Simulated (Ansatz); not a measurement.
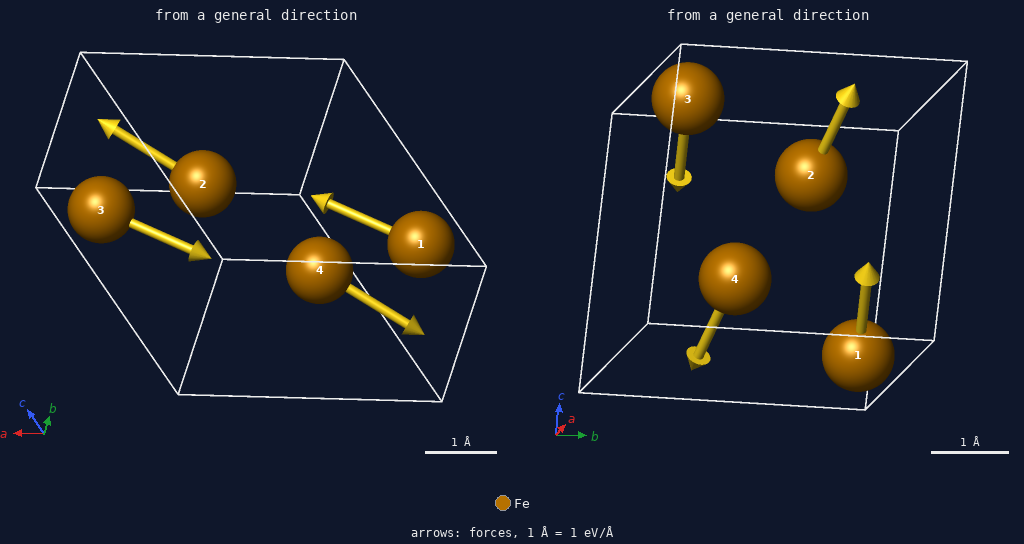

Shown here is a spheres-only view of the crystal, taken from two general directions. One simulation cell is outlined, and atoms on its boundary appear in each equivalent place. The arrows are the computed forces on the atoms.

System: Fe. Electronic-structure method: DFT, PAW plane waves, HSE06 (Ansatz 0.2.0). Parameters: a plane-wave cutoff of 420 eV, a 5×5×5 grid in reciprocal space, cold smearing of 0.029 eV, collinear spins.

Would an optimiser stop at this geometry?

Answer. No. The atoms still feel forces of up to about 1.3 eV/Å, far above a usual threshold of 0.01 to 0.03 eV/Å.

Which atom feels the largest force?

Answer. All Fe atoms, about 1.3 eV/Å.

The model is a generated cell, made by putting these elements into a known structure type (the compound may or may not exist in this form); its atoms and cell weren't optimised. Ansatz was used for an electronic-structure calculation on it.
